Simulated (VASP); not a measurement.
## MoS₂: one change and its effect

System: MoS₂ (R-3m, 6 atoms in the cell).
Method of run A: Kohn-Sham DFT of a periodic cell, PBEsol, DFT+U, VASP PAW PBE potentials, recommended, spin-polarised (VASP 6.6.1).

The structure derives from an entry of the Crystallography Open Database. 

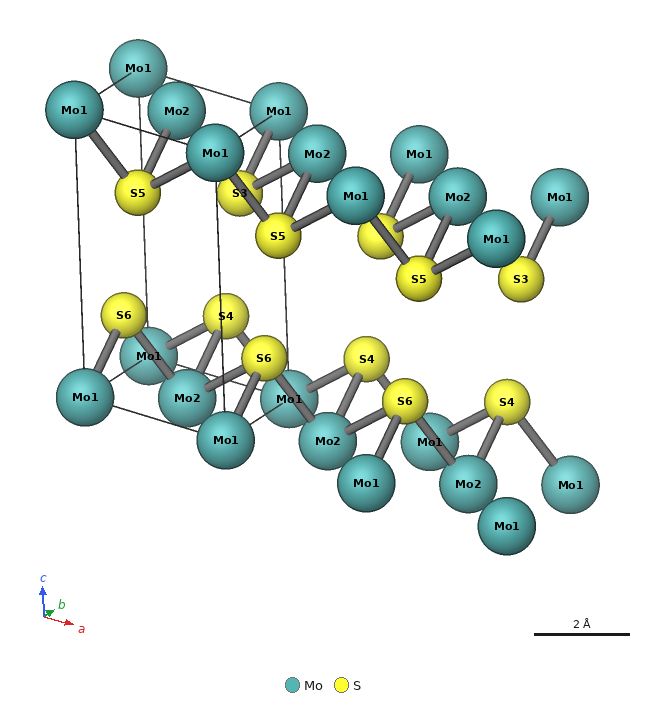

The structure (ball-and-stick view of the reduced cell, repeated 3 × 1 × 1, seen slightly off an axis; atoms are numbered from 1 in the order of the input).

### INCAR, run A
```
PREC = Accurate
ENCUT = 520
EDIFF = 1E-6
ISMEAR = 0
SIGMA = 0.05
LREAL = F
LASPH = T
NELM = 100
ALGO = Normal
ISIF = 2
LWAVE = F
LCHARG = F
ISPIN = 2
MAGMOM = 1 1 0 0 0 0
LORBIT = 11
LMAXMIX = 4
LDAU = T
LDAUTYPE = 2
LDAUL = 2 -1
LDAUU = 2.5 0
LDAUJ = 0 0
LDAUPRINT = 1
GGA = PS
```

### KPOINTS, run A
```
regular mesh
0
Gamma
  8 8 4
```

### POSCAR, run A
```
MoS2
1.0
    1.5855002900      0.9153890200      6.1149982500
   -1.5855002900      0.9153890200      6.1149982500
    0.0000000000     -3.6615560800     12.2299965000
Mo S
2 4
Direct
    0.0000000000      0.0000000000      0.0000000000
    0.0000000000      0.0000000000      0.5000000000
    0.7500000000      0.7500000000      0.3750000000
    0.2500000000      0.2500000000      0.1250000000
    0.7500000000      0.7500000000      0.8750000000
    0.2500000000      0.2500000000      0.6250000000
```

Command:
```bash
cat potpaw_PBE.64/Mo_sv/POTCAR potpaw_PBE.64/S/POTCAR > POTCAR
mpirun -np 1 vasp_std > vasp.out
```

Hardware: 1 thread of Intel Xeon (Sapphire Rapids), 256 GiB of memory available, shared host.

### OSZICAR and lines of OUTCAR (run A)
```
N       E                     dE             d eps       ncg     rms          rms(c)
DAV:   1     0.436157291097E+03    0.43616E+03   -0.28074E+04 10856   0.154E+03
DAV:   2    -0.178703995541E+02   -0.45403E+03   -0.44357E+03 12176   0.392E+02
DAV:   3    -0.418871379468E+02   -0.24017E+02   -0.23569E+02 13008   0.784E+01
DAV:   4    -0.423758181487E+02   -0.48868E+00   -0.48729E+00 11872   0.114E+01
DAV:   5    -0.423884353967E+02   -0.12617E-01   -0.12609E-01 12960   0.173E+00    0.375E+01
DAV:   6    -0.399649085234E+02    0.24235E+01   -0.21564E+01 10888   0.265E+01    0.148E+01
DAV:   7    -0.394053928105E+02    0.55952E+00   -0.80605E+00 10920   0.151E+01    0.902E+00
DAV:   8    -0.391704507637E+02    0.23494E+00   -0.89914E-01 11584   0.548E+00    0.320E+00
DAV:   9    -0.391751560663E+02   -0.47053E-02   -0.11613E-01 13144   0.159E+00    0.948E-01
DAV:  10    -0.391716998716E+02    0.34562E-02   -0.26474E-02 11816   0.985E-01    0.392E-01
DAV:  11    -0.391719577652E+02   -0.25789E-03   -0.11727E-03 12368   0.194E-01    0.182E-01
DAV:  12    -0.391719537260E+02    0.40393E-05   -0.35459E-04 11656   0.975E-02    0.642E-02
DAV:  13    -0.391719771582E+02   -0.23432E-04   -0.96758E-05 12832   0.507E-02    0.264E-02
DAV:  14    -0.391719925336E+02   -0.15375E-04   -0.24391E-05 12344   0.234E-02    0.126E-02
DAV:  15    -0.391719967886E+02   -0.42550E-05   -0.88284E-06 10792   0.138E-02    0.583E-03
DAV:  16    -0.391719974735E+02   -0.68492E-06   -0.16910E-06  7864   0.650E-03
   1 F= -.39171997E+02 E0= -.39169887E+02  d E =-.422136E-02  mag=     0.0002
[... from OUTCAR:]
  free energy    TOTEN  =       -39.17199747 eV
  energy without entropy =      -39.16777612  energy(sigma->0) =      -39.16988680
 E-fermi :   7.7616     XC(G=0): -11.0061     alpha+bet :-13.5546
  free  energy   TOTEN  =       -39.1719974735 eV
  energy  without entropy=      -39.1677761173  energy(sigma->0) =      -39.16988680
```

The input of run B differs as follows (lines with − go, lines with + come):
```diff
-MAGMOM = 1 1 0 0 0 0
+MAGMOM = 1 -1 0 0 0 0
```

What does this change do to the results?

With the same functional and potentials, run B lies 1.9 meV per atom lower. The pressure goes from 4.33 to 4.86 GPa. The largest force goes from 0.878 to 0.908 eV/Å. The SCF takes 18 iterations against 16.

### OSZICAR and lines of OUTCAR (run B)
```
N       E                     dE             d eps       ncg     rms          rms(c)
DAV:   1     0.442741881316E+03    0.44274E+03   -0.28241E+04 10568   0.160E+03
DAV:   2    -0.163612961543E+02   -0.45910E+03   -0.45016E+03 11830   0.402E+02
DAV:   3    -0.418108532598E+02   -0.25450E+02   -0.25006E+02 12677   0.809E+01
DAV:   4    -0.423879465234E+02   -0.57709E+00   -0.57383E+00 11585   0.121E+01
DAV:   5    -0.424033663321E+02   -0.15420E-01   -0.15378E-01 12344   0.191E+00    0.375E+01
DAV:   6    -0.400168483722E+02    0.23865E+01   -0.25079E+01 10638   0.274E+01    0.151E+01
DAV:   7    -0.394093933105E+02    0.60746E+00   -0.91516E+00 10820   0.155E+01    0.915E+00
DAV:   8    -0.391824408050E+02    0.22695E+00   -0.93085E-01 11893   0.549E+00    0.316E+00
DAV:   9    -0.391854617574E+02   -0.30210E-02   -0.13786E-01 12866   0.170E+00    0.110E+00
DAV:  10    -0.391825239620E+02    0.29378E-02   -0.23190E-02 12095   0.878E-01    0.380E-01
DAV:  11    -0.391829840432E+02   -0.46008E-03   -0.24274E-03 13141   0.237E-01    0.150E-01
DAV:  12    -0.391831792520E+02   -0.19521E-03   -0.17165E-03 11767   0.159E-01    0.646E-02
DAV:  13    -0.391833124391E+02   -0.13319E-03   -0.73443E-04 12055   0.846E-02    0.464E-02
DAV:  14    -0.391834318355E+02   -0.11940E-03   -0.97897E-04 12344   0.911E-02    0.316E-02
DAV:  15    -0.391834903958E+02   -0.58560E-04   -0.70664E-04 12186   0.756E-02    0.199E-02
DAV:  16    -0.391835109315E+02   -0.20536E-04   -0.47114E-04 12359   0.618E-02    0.831E-03
DAV:  17    -0.391835128403E+02   -0.19089E-05   -0.49868E-05 11889   0.237E-02    0.614E-03
DAV:  18    -0.391835131532E+02   -0.31285E-06   -0.51041E-07  7636   0.413E-03
   1 F= -.39183513E+02 E0= -.39182077E+02  d E =-.287329E-02  mag=    -0.0000
[... from OUTCAR:]
  free energy    TOTEN  =       -39.18351315 eV
  energy without entropy =      -39.18063986  energy(sigma->0) =      -39.18207651
 E-fermi :   7.6990     XC(G=0): -11.0042     alpha+bet :-13.5546
  free  energy   TOTEN  =       -39.1835131532 eV
  energy  without entropy=      -39.1806398615  energy(sigma->0) =      -39.18207651
```

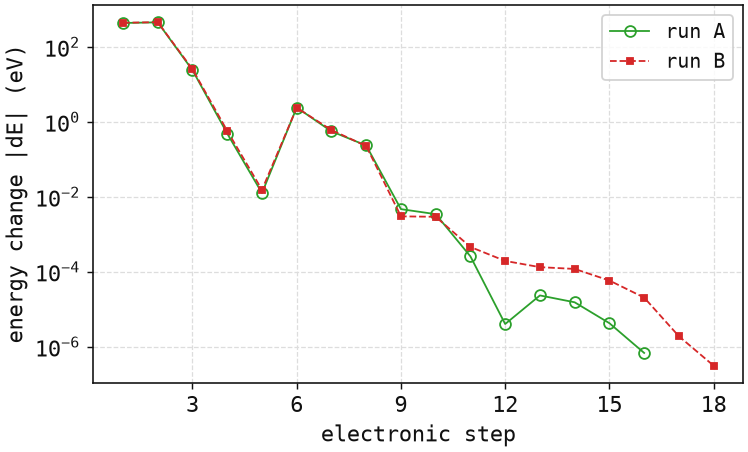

Convergence of the two runs: energy change |dE| against the electronic step. Run A takes 16 steps in all, and run B takes 18.

### The two runs side by side

```tsv
quantity	run A	run B
outcome	converged	converged
free energy per atom (eV)	−6.5287	−6.5306
energy per atom, smearing taken to zero (eV)	−6.5283	−6.5303
gap on the mesh (eV)	0.00	0.00
net moment of the cell (μB)	0.00	0.00
pressure (GPa)	4.33	4.86
largest force (eV/Å)	0.878	0.908
SCF iterations	16	18
irreducible k-points	78	78
plane waves at Γ	2888	2888
```
